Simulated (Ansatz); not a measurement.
# Al2H3: one candidate of a structure search, part 2 of 2

Where does this trial cell of Al2H3 go when cell and atoms are let free?

Ansatz 0.2.0; DFT PBE, scalar-relativistic, plane waves, PAW. Earlier steps stand in the parts before.

### Step 4. Final relaxation

The end of the coarse run is made exact in the group found at a tolerance of 0.06 Å and reduced to its primitive cell.

input.yaml

```yaml
crystal:
  lattice:
    - [4.1892698431, 0.0, 0.0]
    - [0.0, 4.1892698431, 0.0]
    - [0.0, 0.0, 2.7328796157]
  atoms:
    - { symbol: Al, position: [0.0, 0.5, 0.0] }
    - { symbol: Al, position: [0.5, 0.0, 0.0] }
    - { symbol: H, position: [0.5, 0.5, 0.3290020449] }
    - { symbol: H, position: [0.5, 0.5, 0.6709979551] }
    - { symbol: H, position: [0.0, 0.0, 0.5] }
basis:
  ecutwfc: 420
kpoints:
  mp_grid: { grid: [10, 10, 14] }
hamiltonian:
  xc: pbe
scf:
  occupations: { method: gaussian, width: 0.1 }
output:
  forces: true
  stress: true
  eigenvalues: true
  write_density: true
  write_potential: true
  elf: true
  volumetric_format: npy
relax:
  adjacent_minimum: "off"
  f_tol: 0.01
  max_steps: 80
  cell: { stress_tol: 0.05 }
```

Run with:

```console
$ ansatz run input.yaml --threads 1 --pin off --max-ram 2560MiB --backend cpu --events-out ev --progress --plain --runs-dir out
```

Output:

```text
Warning: RAYON_NUM_THREADS=1 ignored (pool sized by the plan → 1); use --threads N
Engine: ansatz 0.2.0, x86_64-unknown-linux-gnu
Pseudopotentials: kind: paw
Pseudopotential: Al, paw, valence charge 3, recommended cutoff 420 eV (normal), Al.paw.azcp
Pseudopotential: H, paw, valence charge 1, recommended cutoff 420 eV (normal), H.paw.azcp
Functional definition: PBE
  parameter kappa = 0.804
  parameter beta = 0.06672455060314922
  exchange = pbe_x(kappa = kappa, mu = beta*pi^2/3)
  correlation = pbe_c(beta = beta)
Crystal: 5 atoms, lattice volume = 47.962 Å³
Basis set: ecut = 420 eV, 933 PW (Γ), exchange–correlation on 60×60×40 points (8 copies of the dense FFT grid, shifted against one another)
Bands: 10, of which v1, the nominal top of the filled ones, is band 5 counted from 1 (4 counted from 0)
Symmetry: 16 space group operations
Space group: P4/mmm (ITA 123), of the structure as read, at distance tolerance 3.6e-5 Å
k-points: 168 of 1400
Non-local potential: Al, projectors of the file, l = 0: 2, l = 1: 2, l = 2: 1
Non-local potential: H, projectors of the file, l = 0: 2, l = 1: 1
PAW form: soft (Blöchl's): semilocal exchange-correlation on the pseudo side does not see the compensation charge
PAW one-centre angular grid: Al, 110 points (default); XC on 64 Gauss nodes
PAW one-centre angular grid: H, 110 points (default); XC on 64 Gauss nodes
Initial density: superposition of atomic densities (neutral atoms: chi_scale 0, normalization atom), corrected by the library's trained network
Initial wavefunctions: pseudopotential atomic-orbital guess
Functional: x = pbe(κ = 0.804, μ = 0.2195149727645171), c = pbe(β = 0.06672455060314922)
SCF iter   1: F=—  HF=-1119.552499 eV  |F-HF|=—  |Δ(HF+E_count)|=         —  Δρ=3.96e-3  dr2=6.66e-3  ethr=1.77e-3  ⟨swp⟩=5.5  Hψ=11847  notcnv=0
preconditioner: auto → none  [metal: Δε(μ)=0.008 eV  Ē_g=9.187 eV  σ=0.100 eV  W_gap=0.05  n_scr=4 (ndim 8)  ℏωp=16.1 eV  f_vac=0.000  D(μ)=1.35/eV (n_scr^D=8)  sad-step TF]
SCF iter   2: F=—  HF=-1119.551197 eV  |F-HF|=—  |Δ(HF+E_count)|=   1.30e-3  Δρ=2.03e-3  dr2=1.76e-3  ethr=7.40e-5  ⟨swp⟩=1.0  Hψ=3024  notcnv=0
SCF iter   3: F=—  HF=-1119.550827 eV  |F-HF|=—  |Δ(HF+E_count)|=   3.71e-4  Δρ=2.32e-4  dr2=5.00e-5  ethr=1.96e-5  ⟨swp⟩=2.2  Hψ=2227  notcnv=0
SCF iter   4: F=—  HF=-1119.550895 eV  |F-HF|=—  |Δ(HF+E_count)|=   6.86e-5  Δρ=1.05e-4  dr2=7.79e-6  ethr=5.56e-7  ⟨swp⟩=2.2  Hψ=2035  notcnv=0
SCF iter   5: F=—  HF=-1119.550894 eV  |F-HF|=—  |Δ(HF+E_count)|=   1.73e-6  Δρ=3.07e-5  dr2=4.82e-7  ethr=8.66e-8  ⟨swp⟩=1.7  Hψ=1850  notcnv=0
SCF iter   6: F=-1119.550894 eV  HF=-1119.550894 eV  |F-HF|=4.09e-9  |Δ(HF+E_count)|=   7.88e-8  Δρ=4.93e-6  dr2=9.48e-9  ethr=1.11e-9  ⟨swp⟩=10.0  Hψ=10563  notcnv=0
SCF 1 converged in 6 iterations: F = -1119.550894 eV  dr2 = 9.48e-9
relax step   1: F+E_penalty+E_count = -1119.55089356 eV  Δ(F+E_penalty+E_count) = +0.000e0 eV  max|allowed force component| = 2.949e-1 eV/Å  Δτ_max = 0.0000 Å  P = +0.254 GPa  Ω = 47.962 Å³  (6 SCF iters, dr2 threshold 1.00e-7 eV, accepted)
Crystal: 5 atoms, lattice volume = 48.086 Å³
Basis set: ecut = 420 eV, 929 PW (Γ), exchange–correlation on 60×60×40 points (8 copies of the dense FFT grid, shifted against one another)
Initial density: handed on by an earlier stage of this run
Initial wavefunctions: those handed on with the density
iter 1 solved again at ethr=9.93e-5 eV; its pass at ethr=3.10e-3 eV (dr2=8.93e-3 eV) is discarded
SCF iter   1: F=—  HF=-1119.585561 eV  |F-HF|=—  |Δ(HF+E_count)|=         —  Δρ=3.88e-3  dr2=8.80e-3  ethr=9.93e-5  ⟨swp⟩=1.0  Hψ=13238  notcnv=0
preconditioner: auto → none  [metal: Δε(μ)=0.027 eV  Ē_g=9.183 eV  σ=0.100 eV  W_gap=0.15  n_scr=4 (ndim 8)  ℏωp=16.1 eV  f_vac=0.000  D(μ)=1.28/eV (n_scr^D=8)]
SCF iter   2: F=—  HF=-1119.583164 eV  |F-HF|=—  |Δ(HF+E_count)|=   2.40e-3  Δρ=1.47e-3  dr2=9.69e-4  ethr=9.78e-5  ⟨swp⟩=1.0  Hψ=1680  notcnv=0
SCF iter   3: F=—  HF=-1119.582939 eV  |F-HF|=—  |Δ(HF+E_count)|=   2.26e-4  Δρ=2.42e-4  dr2=3.12e-5  ethr=1.08e-5  ⟨swp⟩=1.4  Hψ=1831  notcnv=0
SCF iter   4: F=—  HF=-1119.583009 eV  |F-HF|=—  |Δ(HF+E_count)|=   7.01e-5  Δρ=8.92e-5  dr2=3.07e-6  ethr=3.47e-7  ⟨swp⟩=2.2  Hψ=2139  notcnv=0
SCF iter   5: F=-1119.583009 eV  HF=-1119.583009 eV  |F-HF|=2.75e-9  |Δ(HF+E_count)|=   3.49e-7  Δρ=2.41e-5  dr2=1.50e-7  ethr=5.56e-9  ⟨swp⟩=8.6  Hψ=10921  notcnv=0
SCF 2 converged in 5 iterations: F = -1119.583009 eV  dr2 = 1.50e-7
relax step   2: F+E_penalty+E_count = -1119.58300851 eV  Δ(F+E_penalty+E_count) = -3.211e-2 eV  max|allowed force component| = 1.270e-1 eV/Å  Δτ_max = 0.0238 Å  P = +0.251 GPa  Ω = 48.086 Å³  energy of the carried Pulay correction = -1.142e-4 eV  (5 SCF iters, dr2 threshold 5.00e-7 eV, accepted)
Crystal: 5 atoms, lattice volume = 48.453 Å³
iter 1 solved again at ethr=1.39e-4 eV; its pass at ethr=3.10e-3 eV (dr2=1.25e-2 eV) is discarded
SCF iter   1: F=—  HF=-1119.598142 eV  |F-HF|=—  |Δ(HF+E_count)|=         —  Δρ=4.41e-3  dr2=1.23e-2  ethr=1.39e-4  ⟨swp⟩=1.0  Hψ=13253  notcnv=0
preconditioner: auto → none  [metal: Δε(μ)=0.007 eV  Ē_g=9.169 eV  σ=0.100 eV  W_gap=0.04  n_scr=4 (ndim 8)  ℏωp=16.0 eV  f_vac=0.000  D(μ)=1.49/eV (n_scr^D=10)]
SCF iter   2: F=—  HF=-1119.594658 eV  |F-HF|=—  |Δ(HF+E_count)|=   3.48e-3  Δρ=1.58e-3  dr2=1.23e-3  ethr=1.37e-4  ⟨swp⟩=1.0  Hψ=1680  notcnv=0
SCF iter   3: F=—  HF=-1119.594352 eV  |F-HF|=—  |Δ(HF+E_count)|=   3.06e-4  Δρ=2.15e-4  dr2=1.24e-5  ethr=1.37e-5  ⟨swp⟩=1.4  Hψ=1835  notcnv=0
SCF iter   4: F=—  HF=-1119.594410 eV  |F-HF|=—  |Δ(HF+E_count)|=   5.82e-5  Δρ=6.94e-5  dr2=4.26e-6  ethr=5.56e-9  ⟨swp⟩=10.1  Hψ=12322  notcnv=0
SCF iter   5: F=-1119.594409 eV  HF=-1119.594409 eV  |F-HF|=5.21e-8  |Δ(HF+E_count)|=   1.11e-6  Δρ=1.64e-5  dr2=1.15e-7  ethr=5.56e-9  ⟨swp⟩=5.8  Hψ=7917  notcnv=0
SCF 3 converged in 5 iterations: F = -1119.594409 eV  dr2 = 1.15e-7
relax step   3: F+E_penalty+E_count = -1119.59440928 eV  Δ(F+E_penalty+E_count) = -1.140e-2 eV  max|allowed force component| = 3.052e-2 eV/Å  Δτ_max = 0.0233 Å  P = +0.211 GPa  Ω = 48.453 Å³  energy of the carried Pulay correction = -4.497e-4 eV  (5 SCF iters, dr2 threshold 5.00e-7 eV, accepted)
[... from here on, the SCF cycles and remarks between the steps are left out ...]
relax step   4: F+E_penalty+E_count = -1119.59812030 eV  Δ(F+E_penalty+E_count) = -3.711e-3 eV  max|allowed force component| = 4.677e-2 eV/Å  Δτ_max = 0.0048 Å  P = -0.298 GPa  Ω = 48.837 Å³  energy of the carried Pulay correction = -7.986e-4 eV  (5 SCF iters, dr2 threshold 5.00e-7 eV, accepted)
relax step   5: F+E_penalty+E_count = -1119.61649985 eV  Δ(F+E_penalty+E_count) = -1.838e-2 eV  max|allowed force component| = 1.065e-1 eV/Å  Δτ_max = 0.0244 Å  P = +0.733 GPa  Ω = 48.570 Å³  energy of the carried Pulay correction = -5.565e-4 eV  (5 SCF iters, dr2 threshold 5.00e-7 eV, accepted)
relax step   6: F+E_penalty+E_count = -1119.60602032 eV  Δ(F+E_penalty+E_count) = +1.048e-2 eV  max|allowed force component| = 1.513e-1 eV/Å  Δτ_max = 0.0092 Å  P = -0.139 GPa  Ω = 49.793 Å³  energy of the carried Pulay correction = -1.654e-3 eV  (5 SCF iters, dr2 threshold 5.00e-7 eV, rejected (line search))
relax step   7: F+E_penalty+E_count = -1119.61417060 eV  Δ(F+E_penalty+E_count) = +2.329e-3 eV  max|allowed force component| = 1.473e-1 eV/Å  Δτ_max = 0.0039 Å  P = -0.949 GPa  Ω = 49.922 Å³  energy of the carried Pulay correction = -1.768e-3 eV  (7 SCF iters, rejected (line search))
relax step   8: F+E_penalty+E_count = -1119.61778628 eV  Δ(F+E_penalty+E_count) = -1.286e-3 eV  max|allowed force component| = 8.159e-3 eV/Å  Δτ_max = 0.0012 Å  P = +0.174 GPa  Ω = 48.997 Å³  energy of the carried Pulay correction = -9.428e-4 eV  (6 SCF iters, accepted)
relax step   9: F+E_penalty+E_count = -1119.61778984 eV  Δ(F+E_penalty+E_count) = -3.560e-6 eV  max|allowed force component| = 4.449e-3 eV/Å  Δτ_max = 0.0030 Å  P = +0.031 GPa  Ω = 49.235 Å³  energy of the carried Pulay correction = -1.156e-3 eV  (4 SCF iters, dr2 threshold 3.54e-7 eV, accepted)
relax step  10: F+E_penalty+E_count = -1119.61783995 eV  Δ(F+E_penalty+E_count) = -5.012e-5 eV  max|allowed force component| = 1.487e-3 eV/Å  Δτ_max = 0.0004 Å  P = -0.001 GPa  Ω = 49.246 Å³  energy of the carried Pulay correction = -1.166e-3 eV  (4 SCF iters, dr2 threshold 3.03e-8 eV, accepted)
relax step  11: F+E_penalty+E_count = -1119.62688978 eV  Δ(F+E_penalty+E_count) = -9.050e-3 eV  max|allowed force component| = 1.378e-2 eV/Å  Δτ_max = 0.0000 Å  P = +0.121 GPa  Ω = 49.246 Å³  stress off target by 3.95e-1 GPa  SCF on the basis re-selected at this cell (its energy is not comparable with the rows above)  (6 SCF iters)
relax step  12: F+E_penalty+E_count = -1119.62720738 eV  Δ(F+E_penalty+E_count) = -3.176e-4 eV  max|allowed force component| = 2.808e-3 eV/Å  Δτ_max = 0.0042 Å  P = +0.029 GPa  Ω = 49.512 Å³  energy of the carried Pulay correction = -2.544e-4 eV  (4 SCF iters, dr2 threshold 3.91e-7 eV, accepted)
relax step  13: F+E_penalty+E_count = -1119.62716439 eV  Δ(F+E_penalty+E_count) = +4.299e-5 eV  max|allowed force component| = 4.540e-5 eV/Å  Δτ_max = 0.0007 Å  P = +0.002 GPa  Ω = 49.567 Å³  energy of the carried Pulay correction = -3.093e-4 eV  (4 SCF iters, dr2 threshold 6.48e-9 eV, accepted)
iter 1 solved again at ethr=2.35e-8 eV; its pass at ethr=3.10e-3 eV (dr2=2.12e-6 eV) is discarded
SCF iter   1: F=—  HF=-1119.627498 eV  |F-HF|=—  |Δ(HF+E_count)|=         —  Δρ=8.08e-5  dr2=1.05e-7  ethr=2.35e-8  ⟨swp⟩=3.0  Hψ=16384  notcnv=0
preconditioner: auto → none  [metal: Δε(μ)=0.045 eV  Ē_g=9.045 eV  σ=0.100 eV  W_gap=0.24  n_scr=6 (ndim 8)  ℏωp=15.8 eV  f_vac=0.000  D(μ)=1.40/eV (n_scr^D=10)]
SCF iter   2: F=—  HF=-1119.627472 eV  |F-HF|=—  |Δ(HF+E_count)|=   2.57e-5  Δρ=4.04e-5  dr2=2.58e-8  ethr=1.17e-9  ⟨swp⟩=2.0  Hψ=2439  notcnv=0
SCF iter   3: F=—  HF=-1119.627475 eV  |F-HF|=—  |Δ(HF+E_count)|=   3.12e-6  Δρ=8.26e-6  dr2=6.06e-9  ethr=2.87e-10  ⟨swp⟩=2.5  Hψ=2448  notcnv=0
SCF iter   4: F=—  HF=-1119.627475 eV  |F-HF|=—  |Δ(HF+E_count)|=   1.23e-7  Δρ=6.45e-7  dr2=1.41e-10  ethr=6.73e-11  ⟨swp⟩=2.1  Hψ=2330  notcnv=0
SCF iter   5: F=-1119.627475 eV  HF=-1119.627475 eV  |F-HF|=2.27e-13  |Δ(HF+E_count)|=  2.01e-10  Δρ=2.35e-7  dr2=2.88e-11  ethr=1.00e-12  ⟨swp⟩=5.0  Hψ=5354  notcnv=0
SCF 14 converged in 5 iterations: F = -1119.627475 eV  dr2 = 2.88e-11
relax step  14: F+E_penalty+E_count = -1119.62747517 eV  Δ(F+E_penalty+E_count) = -3.108e-4 eV  max|allowed force component| = 5.506e-4 eV/Å  Δτ_max = 0.0000 Å  P = -0.000 GPa  Ω = 49.567 Å³  stress off target by 9.36e-3 GPa  SCF on the basis re-selected at this cell (its energy is not comparable with the rows above)  (5 SCF iters)
basis re-selected at this cell: Δ(F+E_penalty+E_count) = -3.108e-4 eV, ΔP = -0.002 GPa vs the last step (what re-selecting the basis moved, of the pressure what is left beyond the Pulay correction that the steps carried, after the strain that the cell walked since its last selection, with what the two solves' SCF thresholds leave and, on support functions, any second-order correction that the steps lacked; it is no measure of the basis error at this ecutwfc). This SCF's stress stands 9.36e-3 GPa from its target on what of the cell is left free (relax.cell.stress_tol is 5.00e-2 GPa) and its largest allowed force component is 5.51e-4 eV/Å (relax.f_tol is 1.00e-2 eV/Å): within both
SCF converged after 5 iterations
Free energy (F): -1119.627475 eV
Harris-Foulkes:  -1119.627475 eV  (|F-HF|=2.27e-13)
Internal energy: -1119.620472 eV  (E = F + TS)
E sigma→0 (E₀):  -1119.623974 eV
Entropy (-TS):   -0.007003 eV (-1.401 meV/atom)
Fermi energy:    5.522780 eV
--- Per-component energies (eV) ---
  E_band       = 5.548525
  E_kinetic    = 80.620193
  E_local      = -17.959871  (includes V_loc(G=0)·N_el)
  E_nonlocal   = 26.006586
  E_hartree    = 7.705893
  E_xc         = -104.124926
  E_vxc        = -89.779986  (∫ρ·V_xc dr)
  E_paw        = -935.686948  (= ΣΔE_a)
  E_vpaw       = -8.746885  (= ΣTr[D̂ρ^β])
  E_aug_tail   = -0.003297  (compensation charges beyond the density's cutoff)
  E_ewald      = -176.178104
  E_smearing   = -0.007003  (= −TS)
  E_closure    = -0.000000  (closes the sum)
  Σ components = -1119.627475   (vs F -1119.627475, Δ=0.00e0)
--- Forces (eV/Å), atoms counted from 1 ---
  atom   1  Al    -0.00000000    -0.00000000     0.00000000
  atom   2  Al     0.00000000    -0.00000000     0.00000000
  atom   3  H      0.00000000     0.00000000     0.00055062
  atom   4  H      0.00000000     0.00000000    -0.00055062
  atom   5  H      0.00000000    -0.00000000     0.00000000
  max |Σ_I F_I| component: 2.22e-31 eV/Å
--- Stress (GPa, compression-positive) ---
       -0.004873       0.000000       0.000000
        0.000000      -0.004873       0.000000
        0.000000       0.000000       0.009360
  P = ⅓ Tr σ = -0.0001 GPa (-0.001 kbar)
--- Band table (eV; the first three rows and the last of 168) ---
  k-point 0: bands = ["-6.2717", "0.0330", "4.2685", "4.2685", "4.9537", "7.4399", "8.3690", "11.7759", "12.8134", "12.9893"]
  k-point 1: bands = ["-6.1984", "0.0839", "4.3364", "4.3364", "5.0290", "6.2503", "9.2106", "12.2162", "12.8722", "13.0552"]
  k-point 2: bands = ["-5.9794", "0.2259", "4.5387", "4.5387", "4.6658", "5.2540", "9.8616", "12.0464", "13.0449", "13.2515"]
  k-point 167: bands = ["-2.2727", "1.4981", "1.9147", "3.3464", "3.3464", "3.6073", "4.2107", "4.2107", "16.4693", "18.0208"]
--- Relaxed structure (12 steps of the walk, 10 accepted, 2 SCFs on fresh bases) ---
  F+E_penalty+E_count = -1119.62747517 eV   max|allowed force component| = 5.506e-4 eV/Å   (the final SCF, on the basis selected at the relaxed cell)
  cell:  # Å, volume = 49.5674 Å³
    - [3.983023098467854, -1.7765185664541786e-33, 0.0]
    - [-1.6654861560507926e-33, 3.983023098467854, 0.0]
    - [0.0, 0.0, 3.1244289511527734]
  atoms:
    - { symbol: Al, position: [-9.684843454122877e-35, 0.5, -6.347602967986846e-20] }
    - { symbol: Al, position: [0.5, -1.6202762852739467e-35, -6.347602967986846e-20] }
    - { symbol: H, position: [0.5, 0.5, 0.35920945283796096] }
    - { symbol: H, position: [0.5, 0.5, 0.6407905471620391] }
    - { symbol: H, position: [1.5512720001404965e-34, -1.6741508084750707e-35, 0.5] }
```

Run time: 46 s. Hardware: 1 thread of Intel Xeon 6975P-C (Granite Rapids), shared host; peak memory 0.42 GiB.

The steps of the relaxation:

```csv
step,energy from step 1 (eV/cell),largest force component (eV/Å),pressure (GPa),volume (Å³)
1,0.0000,0.2949,0.25,47.96
2,-0.0321,0.1270,0.25,48.09
3,-0.0435,0.0305,0.21,48.45
4,-0.0472,0.0468,-0.30,48.84
5,-0.0656,0.1066,0.73,48.57
6,-0.0551,0.1513,-0.14,49.79
7,-0.0633,0.1473,-0.95,49.92
8,-0.0669,0.0082,0.17,49.00
9,-0.0669,0.0044,0.03,49.23
10,-0.0669,0.0015,0.00,49.25
11,-0.0760,0.0138,0.12,49.25
12,-0.0763,0.0028,0.03,49.51
13,-0.0763,0.0000,0.00,49.57
14,-0.0766,0.0006,0.00,49.57
```

Step 1 is the start. Steps 11, 14 each repeat the geometry before them on a plane-wave basis chosen anew, so the energy can jump there without any move. Steps 6, 7 were tried and not accepted.

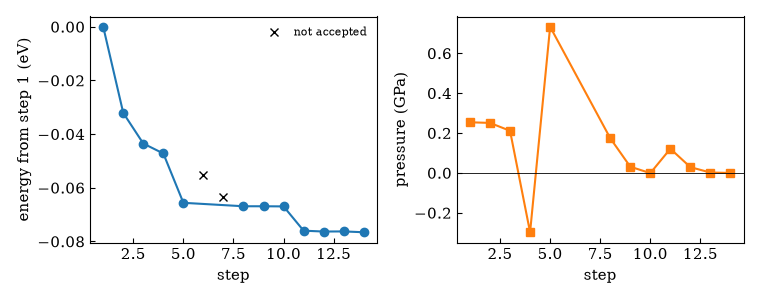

Energy and pressure along the relaxation.

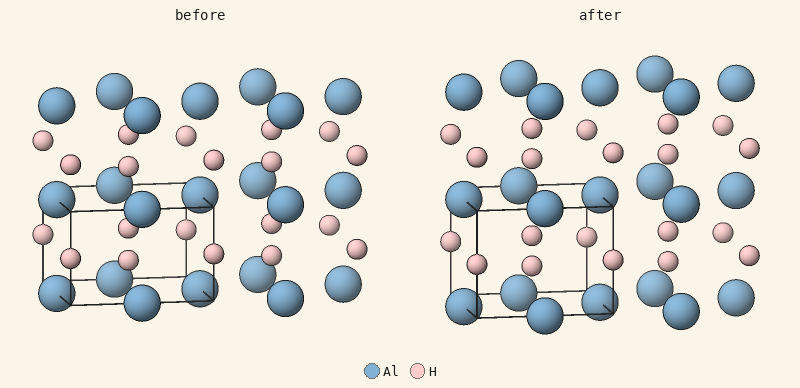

Before and after, at one scale.

|  | before | after | change |
| --- | --- | --- | --- |
| a (Å) | 4.189 | 3.983 | -4.9 % |
| b (Å) | 4.189 | 3.983 | -4.9 % |
| c (Å) | 2.733 | 3.124 | +14.3 % |
| volume (Å³/atom) | 9.59 | 9.91 | +3.3 % |
| shortest distance (Å) | 0.935 | 0.880 | -5.9 % |
| space group (0.01 Å) | P4/mmm | P4/mmm | same |

The run keeps the 16 symmetry operations of the start, so it could not have lowered the symmetry.

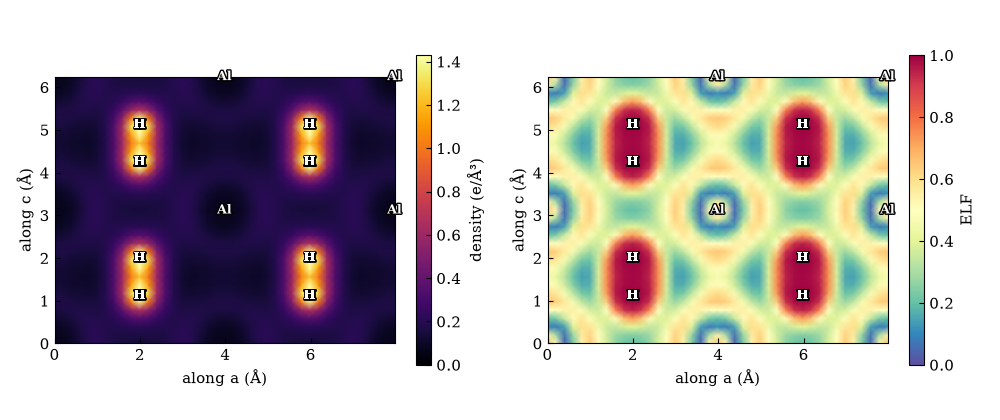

Density (left) and ELF (right) in a lattice plane of the grid's cell (edges 3.98 and 3.12 Å, at 0.500 of the third edge), which holds Al and H. Only atoms in the plane are labelled; the density scale stops at 1.43 e/Å³. Both are smooth fields of the valence electrons: close to the nuclei they are not physical.

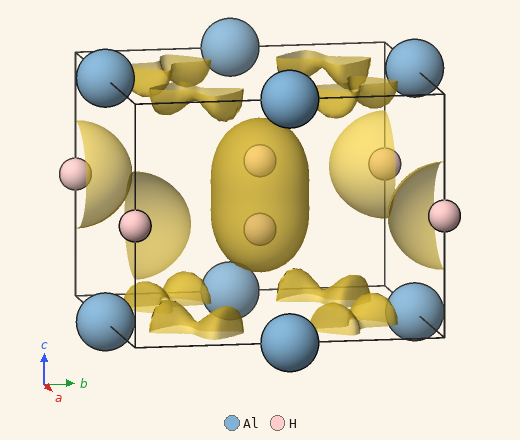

Surface of ELF = 0.71, drawn in one cell.

The highest ELF values outside the cores: 1.00 at H; 0.77 on the Al–Al line, 1.0 Å from Al; 0.65 beside Al, off the lines to its neighbours, 1.0 Å from Al.

### Step 5. Changing settings: symmetry.detect false, scf.algorithm density_mixing, dr2_threshold 1.0e-06

input.yaml

```yaml
crystal:
  lattice:
    - [3.9830230985, 0.0, 0.0]
    - [0.0, 3.9830230985, 0.0]
    - [0.0, 0.0, 3.1244289512]
  atoms:
    - { symbol: Al, position: [0.0, 0.5, 0.0] }
    - { symbol: Al, position: [0.5, 0.0, 0.0] }
    - { symbol: H, position: [0.5, 0.5, 0.3592094528] }
    - { symbol: H, position: [0.5, 0.5, 0.6407905472] }
    - { symbol: H, position: [0.0, 0.0, 0.5] }
  symmetry: { detect: false }
basis:
  ecutwfc: 420
kpoints:
  mp_grid: { grid: [10, 10, 14] }
hamiltonian:
  xc: pbe
scf:
  occupations: { method: gaussian, width: 0.1 }
  algorithm: density_mixing
  convergence: { dr2_threshold: 1.0e-06 }
output:
  forces: true
  eigenvalues: true
  stress: true
```

Run with:

```console
$ ansatz run input.yaml --threads 1 --pin off --max-ram 2560MiB --backend cpu --events-out ev --progress --plain --runs-dir out
```

Output, shortened:

```text
Warning: scf.convergence.dr2_threshold = 1e-6 eV is looser than this run's default, which is 1e-7 eV or tighter. The error in the forces grows as the threshold's square root, so leave the key out unless less accurate forces are enough
Warning: output.stress: scf.convergence.dr2_threshold = 1e-6 eV is looser than the 5e-10 eV advised for a printed stress (1e-10 eV for each atom of the cell: 5). What an SCF threshold leaves in a stress goes as its square root, and in the free energy as the threshold itself, and one [...]
Warning: RAYON_NUM_THREADS=1 ignored (pool sized by the plan → 1); use --threads N
[...]
[... 4 set-up lines as earlier in the session ...]
[...]
Crystal: 5 atoms, lattice volume = 49.567 Å³
Basis set: ecut = 420 eV, 987 PW (Γ), exchange–correlation on 54×54×48 points (8 copies of the dense FFT grid, shifted against one another)
Bands: 10, of which v1, the nominal top of the filled ones, is band 5 counted from 1 (4 counted from 0)
Symmetry: 1 space group operations
k-points: 704 of 1400 (time reversal used)
[...]
SCF iter   1: F=—  HF=-1119.627224 eV  |F-HF|=—  |Δ(HF+E_count)|=         —  Δρ=3.08e-3  dr2=3.50e-3  ethr=1.77e-3  ⟨swp⟩=5.6  Hψ=49425  notcnv=0
[...]
SCF iter   6: F=-1119.627475 eV  HF=-1119.627475 eV  |F-HF|=4.45e-10  |Δ(HF+E_count)|=   1.96e-7  Δρ=3.44e-6  dr2=3.74e-9  ethr=9.46e-10  ⟨swp⟩=3.6  Hψ=33276  notcnv=0
[...]
SCF converged after 6 iterations
Free energy (F): -1119.627475 eV
[...]
E sigma→0 (E₀):  -1119.623974 eV
Entropy (-TS):   -0.007003 eV (-1.401 meV/atom)
Fermi energy:    5.522777 eV
[...]
--- Forces (eV/Å), atoms counted from 1 ---
  atom   1  Al     0.00000010    -0.00000026     0.00000015
  atom   2  Al    -0.00000003     0.00000027     0.00000015
  atom   3  H      0.00000006    -0.00000006     0.00051610
  atom   4  H      0.00000003    -0.00000011    -0.00051755
  atom   5  H      0.00000003     0.00000004     0.00000024
[...]
--- Stress (GPa, compression-positive) ---
       -0.004909      -0.000005       0.000000
       -0.000005      -0.004904      -0.000000
        0.000000       0.000000       0.009592
  P = ⅓ Tr σ = -0.0001 GPa (-0.001 kbar)
--- Band table (eV; the first three rows and the last of 704) ---
  k-point 0: bands = ["-6.2717", "0.0330", "4.2685", "4.2685", "4.9537", "7.4399", "8.3690", "11.7759", "12.8133", "12.9893"]
[...]
```

Run time: 20 s. Hardware: 1 thread of Intel Xeon 6975P-C (Granite Rapids), shared host; peak memory 0.75 GiB.

```csv
run,ending,energy change,pressure (GPa),gap (eV),force (eV/Å),cycles,time
step 4,converged,0,0.0,0.00,0.00,-,46 s
variant,converged,0.0 meV/atom,0.0,0.00,0.00,6,20 s
```

The changed use of symmetry, solver and convergence setting doesn't alter the result here (within 0.5 meV/atom).

### Step 6. Results

What follows sums up all 2 parts. Changes of volume or cell count from the first structure of part 1.

```
                                                              quantity                                                                      value
                                symmetry at the end (tolerance 0.05 Å)                                               space group P4/mmm (No. 123)
                                                     conventional cell  a = 3.983 Å, b = 3.983 Å, c = 3.124 Å, α = 90.00°, β = 90.00°, γ = 90.00°
                                                                volume                                                               9.91 Å³/atom
energy over the elements (uncorrected; H, N, O, F and Cl as molecules)                                                              +0.60 eV/atom
                                                       gap on the mesh                                                               none (metal)
```

What this shows: The space group P4/mmm (No. 123) is kept, and the volume per atom shrinks by 22.2 % from the first guess. The formation energy is positive, so the separate elements lie lower. No finished test with a distortion of lower symmetry is shown, so the end may be a saddle point.
